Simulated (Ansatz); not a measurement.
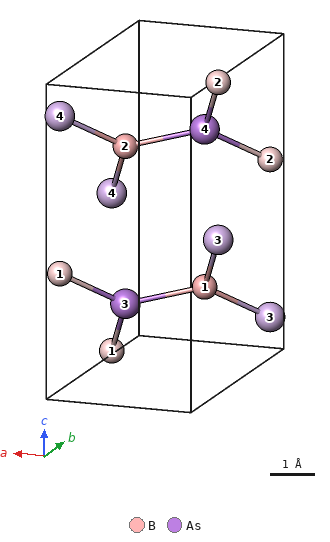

The input geometry (ball-and-stick view of the cell of the calculation, seen at an oblique angle; neighbours outside the cell are drawn fainter; atoms are numbered from 1 in the order of the input). Near neighbours in the crystal (not all of them lie inside the picture): B has 3 As at 1.94 Å; As has 3 B at 1.94 Å.

## Wannier-function calculation, with input and output: BAs

BAs (P6₃/mmc, 4 atoms in the cell), computed with maximally localised Wannier functions of r2SCAN bands, plane waves, PAW, no spin polarisation (Ansatz 0.2.0).

The structure was built on a prototype by a generator. The geometry comes from this level: r2SCAN. It belongs to a series of runs on one base structure; here: anion p. Figures and captions count atoms from 1; the log counts them from 0 in places.

What the program printed:
```
scf.n_extra_bands = 6 over 18 filled bands (N_el = 36.0): the run solves 24 bands
Engine: ansatz 0.2.0, aarch64-unknown-linux-gnu
Pseudopotentials: kind: paw
Pseudopotential: B, paw, valence charge 3, recommended cutoff 500 eV (meta_gga), B.paw.azcp
Pseudopotential: As, paw, valence charge 15, recommended cutoff 500 eV (meta_gga), As.paw.azcp
Functional definition: r2SCAN
  parameter k0 = 0.174
  parameter k1 = 0.065
  parameter a1 = 4.9479
  exchange = r2scan_x(k0 = k0, k1 = k1, a1 = a1)
  correlation = r2scan_c
Crystal: 4 atoms, lattice volume = 85.795 Å³
Basis set: ecut = 500 eV, 2191 PW (Γ), exchange–correlation on 100×100×256 points (64 copies of the dense FFT grid, shifted against one another)
Bands: 24, of which v1, the nominal top of the filled ones, is band 18 counted from 1 (17 counted from 0)
Symmetry: 24 space group operations
Space group: P63/mmc (ITA 194), of the structure as read, at distance tolerance 4.4e-5 Å
k-points: 24 of 162
Non-local potential: B, projectors of the file, l = 0: 2, l = 1: 2, l = 2: 1
Non-local potential: As, projectors of the file, l = 0: 2, l = 1: 2, l = 2: 3, l = 3: 1
PAW form: soft (Blöchl's): semilocal exchange-correlation on the pseudo side does not see the compensation charge
PAW frozen core: B, regenerated for the run's functional (the file was generated under x = pbe(κ = 0.804, μ = 0.2195149727645171), c = pbe(β = 0.06672455060314922))
PAW frozen core: As, regenerated for the run's functional (the file was generated under x = pbe(κ = 0.804, μ = 0.2195149727645171), c = pbe(β = 0.06672455060314922))
PAW one-centre angular grid: B, 302 points (default); XC on 160 Gauss nodes
PAW one-centre angular grid: As, 590 points (default); XC on 160 Gauss nodes
Initial density: superposition of atomic densities (neutral atoms: chi_scale 0, normalization atom), corrected by the library's trained network
Initial wavefunctions: pseudopotential atomic-orbital guess
Functional: x = r2scan, c = r2scan; τ floored in thin density (d = 2e-4 eV/Å³)
SCF iter   1: F=—  HF=-10041.033735 eV  |F-HF|=—  |Δ(HF+E_count)|=         —  Δρ=5.18e-3  dr2=2.87e-2  dr2_τ=1.80e-1  ethr=1.77e-3  ⟨swp⟩=4.9  Hψ=2276  notcnv=0  defer=89
preconditioner: auto → Resta (q_TF=auto, 2.361 Å⁻¹)  ε∞=3.0  [insulator: Δε(μ)=1.020 eV  Ē_g=11.285 eV  n_scr=24 (ndim 8)  ℏωp=16.0 eV  f_vac=0.209  ε∞_Penn≈3.0]
SCF iter   2: F=—  HF=-10041.068006 eV  |F-HF|=—  |Δ(HF+E_count)|=   3.43e-2  Δρ=2.35e-3  dr2=3.51e-3  dr2_τ=2.45e-4  ethr=7.96e-5  ⟨swp⟩=2.9  Hψ=1314  notcnv=0  defer=95
SCF iter   3: F=—  HF=-10041.067880 eV  |F-HF|=—  |Δ(HF+E_count)|=   1.26e-4  Δρ=1.08e-3  dr2=7.31e-4  dr2_τ=1.66e-5  ethr=9.76e-6  ⟨swp⟩=2.8  Hψ=919  notcnv=0  defer=96
SCF iter   4: F=—  HF=-10041.068004 eV  |F-HF|=—  |Δ(HF+E_count)|=   1.24e-4  Δρ=2.05e-4  dr2=6.06e-5  dr2_τ=4.51e-7  ethr=2.03e-6  ⟨swp⟩=2.0  Hψ=729  notcnv=0  defer=96
SCF iter   5: F=—  HF=-10041.068024 eV  |F-HF|=—  |Δ(HF+E_count)|=   2.05e-5  Δρ=5.52e-5  dr2=5.21e-6  dr2_τ=4.67e-8  ethr=1.68e-7  ⟨swp⟩=2.0  Hψ=696  notcnv=0  defer=70
SCF iter   6: F=-10041.068028 eV  HF=-10041.068028 eV  |F-HF|=4.69e-10  |Δ(HF+E_count)|=   3.43e-6  Δρ=1.25e-5  dr2=8.58e-8  dr2_τ=2.11e-9  ethr=2.78e-10  ⟨swp⟩=8.2  Hψ=2587  notcnv=0
SCF 1 converged in 6 iterations: F = -10041.068028 eV  dr2 = 8.58e-8
  greatest PAW one-centre occupation: 0.999 electrons in one spin orbital (limit 2), on the As atom at site 3 (counted from 0), in its partial waves of l = 2
```

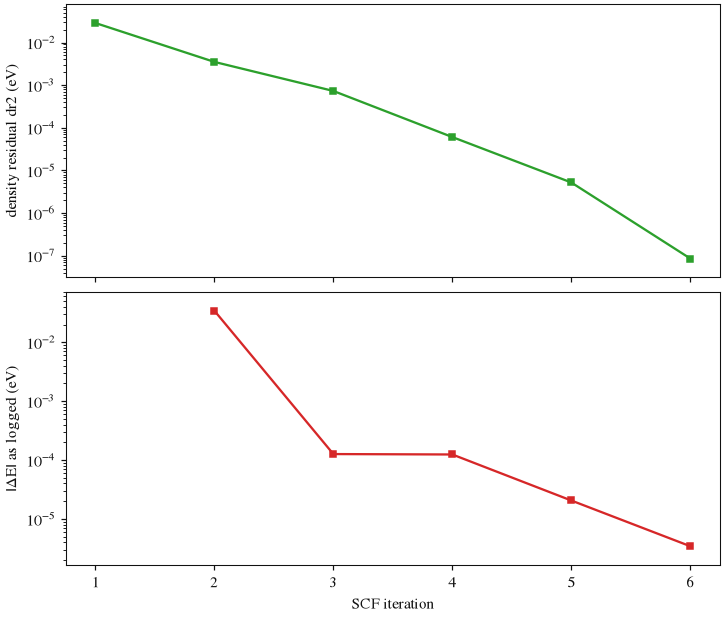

Convergence of the self-consistent field: density residual dr2 and size of the energy change against the SCF iteration. The residual falls at every step.

```
NSCF: frozen V_eff on 93 k-points
NSCF: frozen V_eff on 18 k-points
the Wannier pass solved 18 of the 72 points of its mesh, and has the states at the others by symmetry: states obtained by the crystal's operations at points that were solved too leave a residual of 2.53e-13 eV (read by the count's bands and the next), within 8.33e-6 eV
SCF converged after 6 iterations
Free energy (F): -10041.068028 eV
Harris-Foulkes:  -10041.068028 eV  (|F-HF|=4.69e-10)
Internal energy: -10041.068028 eV  (E = F + TS)
E sigma→0 (E₀):  -10041.068028 eV
Fermi energy:    4.824354 eV
--- Per-component energies (eV) ---
  E_band       = -651.286274
  E_kinetic    = 298.442280
  E_local      = -4811.097593  (includes V_loc(G=0)·N_el)
  E_nonlocal   = -1314.686720
  E_hartree    = 2490.118947
  E_xc         = -208.209179
  E_vxc        = -247.540817  (∫ρ·V_xc dr)
  E_paw        = -3858.037405  (= ΣΔE_a)
  E_vpaw       = 430.403720  (= ΣTr[D̂ρ^β])
  E_aug_tail   = -0.000015  (compensation charges beyond the density's cutoff)
  E_vtau       = 12.966198  (kinetic-family band-sum trace: ∫τ·v_τ [+ j·A + Jᵃ·Aᵃ] dr)
  E_ewald      = -2634.646643
  E_core_change = -2.951700  (= ΣΔE_core)
  E_smearing   = -0.000000  (= −TS)
  E_closure    = 0.000000  (closes the sum)
  Σ components = -10041.068028   (vs F -10041.068028, Δ=0.00e0)
--- Band table (eV; the first three rows and the last of 24) ---
  k-point 0: bands = ["-31.3676", "-31.3676", "-31.3676", "-31.3676", "-31.3623", "-31.3622", "-31.3272", "-31.3272", "-31.3272", "-31.3272", "-9.7533", "-9.6450", "0.1241", "1.3154", "3.2772", "3.2772", "3.3115", "3.3115", "8.4257", "9.1355", "9.3917", "9.9954", "9.9954", "10.0829"]
  k-point 1: bands = ["-31.3676", "-31.3676", "-31.3676", "-31.3676", "-31.3622", "-31.3622", "-31.3272", "-31.3272", "-31.3272", "-31.3272", "-9.7000", "-9.7000", "0.6552", "0.6552", "3.2943", "3.2943", "3.2943", "3.2943", "9.1944", "9.1944", "10.0386", "10.0386", "10.0386", "10.0386"]
  k-point 2: bands = ["-31.3673", "-31.3673", "-31.3655", "-31.3655", "-31.3612", "-31.3611", "-31.3279", "-31.3279", "-31.3274", "-31.3274", "-9.5693", "-9.4621", "0.3335", "1.5184", "2.1660", "2.2161", "2.8941", "2.9318", "8.6342", "9.1773", "9.3334", "10.7223", "10.7823", "10.8663"]
  k-point 23: bands = ["-31.3576", "-31.3576", "-31.3532", "-31.3532", "-31.3529", "-31.3529", "-31.3318", "-31.3318", "-31.3306", "-31.3306", "-6.5124", "-6.5124", "-3.5639", "-3.5639", "-1.4407", "-1.4407", "4.8244", "4.8244", "5.7772", "5.7772", "11.3919", "11.3919", "12.1798", "12.1798"]
Wannier search: line search 1 of at most 3000: gauge-dependent spread (as the search counts it) 1.8542064 Å², largest recent change 4.6e-1 Å² and fall left 2.9e-3 Å² against conv_tol 1.0e-8 Å², 0 stops escaped
```

File wannier.spreads.toml:
```
omega_i_ang2 = 14.854050603067122
omega_d_ang2 = 0.8296339853340987
omega_od_ang2 = 1.0163688147566794
omega_total_ang2 = 16.700053403157902
least_projectability = 0.5026200614637656
b_vectors_match_mmn = true
n_iter = 9
converged = true
rejected_fitted_steps = 0

[[wannier]]
r = [1.682928728411744, 0.5525406305361577, 2.186149380255541]
spread = 2.455671783407082

[[wannier]]
r = [-0.000000000008712020801775052, 2.3623774325682194, 6.558448140446534]
spread = 2.455671783551729

[[wannier]]
r = [0.000000000003329849702023363, 1.540030352657618, 6.558448140505817]
spread = 2.456964863173205

[[wannier]]
r = [1.6829287283815522, 1.3748877103734893, 2.1861493800831875]
spread = 2.4569648635209216

[[wannier]]
r = [1.6829287283984757, 0.9716378607666595, 2.1861493801335157]
spread = 3.4373900547240464

[[wannier]]
r = [-0.00000000011309120440065737, 1.9432802022925948, 6.558448140389252]
spread = 3.43739005478092

[[curvature_check]]
after_line_search = 9
omega_tilde_before_ang2 = 1.846002800090778
krylov_steps = 33
lowest_ritz_value_ang2 = 0.0037058315398322272
residual_ang2 = 3.230072405502612e-11
settled = true
outcome = "no-negative-curvature"
```

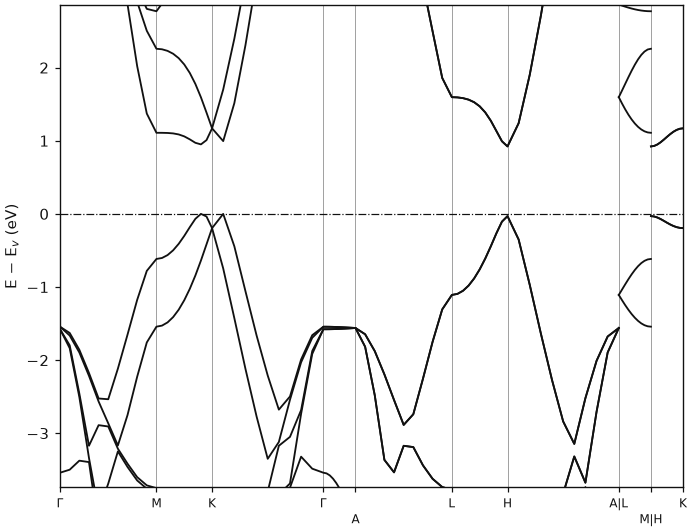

Band structure along Γ–M–K–Γ–A–L–H–A|L–M|H–K, with energies from the valence-band top. There is a gap of 0.92 eV on this path.

The run was set up as follows.

Input:
```yaml
crystal:
  lattice:
    - [3.3658574568, 0.0, 0.0]
    - [-1.6829287284, 2.9149180631, 0.0]
    - [0.0, 0.0, 8.7445975206]
  atoms:
    - { symbol: B, position: [0.3333333333, 0.6666666667, 0.25] }
    - { symbol: B, position: [0.6666666667, 0.3333333333, 0.75] }
    - { symbol: As, position: [0.6666666667, 0.3333333333, 0.25] }
    - { symbol: As, position: [0.3333333333, 0.6666666667, 0.75] }
kpoints:
  mp_grid: { grid: [9, 9, 2] }
  band_path:
    path:
      - [[0.0, 0.0, 0.0], [0.5, -3.691824182729e-17, 6.748302401379e-18], [0.3333333333333, 0.3333333333333, 4.498868267586e-18], [0.0, 0.0, 0.0], [-3.369761242102e-36, 1.684880621051e-36, 0.5], [0.5, -3.715217759301e-17, 0.5], [0.3333333333333, 0.3333333333333, 0.5], [-3.369761242102e-36, 1.684880621051e-36, 0.5]]
      - [[0.5, -3.715217759301e-17, 0.5], [0.5, -3.691824182729e-17, 6.748302401379e-18]]
      - [[0.3333333333333, 0.3333333333333, 0.5], [0.3333333333333, 0.3333333333333, 4.498868267586e-18]]
    npoints: 10
hamiltonian:
  xc: r2scan
scf:
  occupations: { method: fixed }
  n_extra_bands: 6
output:
  forces: false
  stress: false
  eigenvalues: true
  wannier:
    kmesh: [6, 6, 2]
    projections: [{ species: As, l: p, shell: 4 }]
    minimise: true
    write_hr: true
    conv_tol: 1.0e-08
    max_iter: 3000
```

File wannier.win:
```
! ansatz wannier90 interface
! projections by site (counted from 0) and shell: 2 4P, 3 4P
! states of the run's bands (counted from 1): 13-18
! their least projectability: 0.5026
num_bands = 6
num_wann  = 6
num_iter  = 2000
conv_tol = 1e-8
conv_window = 5
guiding_centres = true
shell_list = 2 1
write_hr = true

begin unit_cell_cart
Ang
        3.365857456796488                      0.0                      0.0
       -1.682928728398244        2.914918063103042                      0.0
                      0.0                      0.0             8.7445975206
end unit_cell_cart

begin atoms_frac
B         0.3333333333333333       0.6666666666666666                     0.25
B         0.6666666666666666       0.3333333333333333                     0.75
As        0.6666666666666666       0.3333333333333333                     0.25
As        0.3333333333333333       0.6666666666666666                     0.75
end atoms_frac

mp_grid = 6 6 2
```

Command:
```bash
ansatz run input.yaml --threads 4 --pin off --max-ram 3686MiB --backend cpu --events-out ev --progress --plain --runs-dir out
```

Key numbers:

- outcome: converged
- space group (tolerance 0.01 Å): P6₃/mmc (194)
- electrons treated: 36
- free energy: −10041.0680 eV
- total spread of the Wannier functions: 16.700 Å²
- Fermi energy: 4.824 eV
- gap on the k-point mesh: 0.95 eV
- hardware: 4 threads of Arm Neoverse V2, 24 GiB of memory available, shared host
- wall time: 4.1 s (CPU time 15 s)
- peak memory: 0.51 GiB
